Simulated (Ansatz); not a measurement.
**Run report: Cu, geometry relaxation (part 3 of 3)**

The same run, continued: Cu (slab, 16 atoms in the cell); DFT PBE+D3(BJ), scalar-relativistic, plane waves, PAW, no spin polarisation (Ansatz 0.2.0); cutoff 420 eV, 6×6×1 k-mesh, Gaussian smearing of 0.1 eV. The structure derives from an entry of the Crystallography Open Database. The input holds or restrains some coordinates. Forces given for the steps count only the free coordinates. It belongs to a series of runs on one base structure; here: clean slab, lower half held.

Geometry of the input (Å; fractional positions):
```
5.0394  0.0000  0.0000
-2.5197  4.3642  0.0000
0.0000  0.0000  23.1719
Cu 0.3333  0.1667  0.3668
Cu 0.3333  0.6667  0.3668
Cu 0.8333  0.1667  0.3668
Cu 0.8333  0.6667  0.3668
Cu 0.6667  0.3333  0.4556
Cu 0.6667  0.8333  0.4556
Cu 0.1667  0.3333  0.4556
Cu 0.1667  0.8333  0.4556
Cu -0.0000  0.5000  0.5444
Cu 0.0000  0.0000  0.5444
Cu 0.5000  0.5000  0.5444
Cu 0.5000  0.0000  0.5444
Cu 0.3333  0.6667  0.6332
Cu 0.3333  0.1667  0.6332
Cu 0.8333  0.6667  0.6332
Cu 0.8333  0.1667  0.6332
```

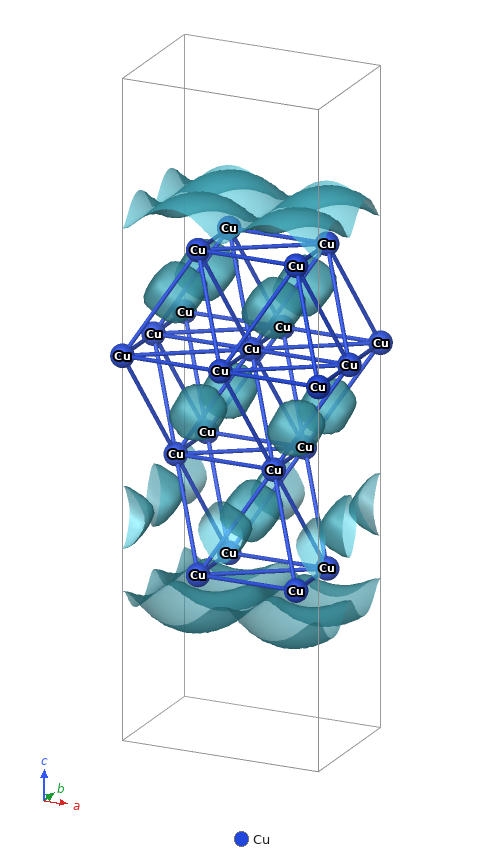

Figure 1. Isosurface of the valence electron density at 0.2 e/Å³ (cyan), seen slightly off an axis. Sticks mark near contacts. At this value the density is joined into sheets; it holds about 100 % of the electrons treated as valence (semicore included). On the grid the lowest density along these lines, outside the cores, is 0.29 e/Å³ (Cu–Cu, 2.51 Å).

### Summary

| quantity | value |
| --- | --- |
| outcome | converged under the restraints of the input |
| electrons treated | 304 |
| free energy | −106006.1648 eV |
| work function, top face | 4.84 eV |
| work function, bottom face | 4.83 eV |
| Fermi energy | 3.203 eV |
| gap on the k-point mesh | none (metallic) |
| final volume | 509.62 Å³ |
| work function (upper face) | 4.84 eV |
| largest force (length of the vector) at the end, held atoms and coordinates included | 0.024 eV/Å |
| hardware | 4 threads of Intel Xeon (Sapphire Rapids), 192 GiB of memory available, shared host |
| wall time | 45 s (CPU time 2.9 min) |
| peak memory | 2.1 GiB |

Warnings of the run: the exchange-correlation potential is rough where the density is thin.
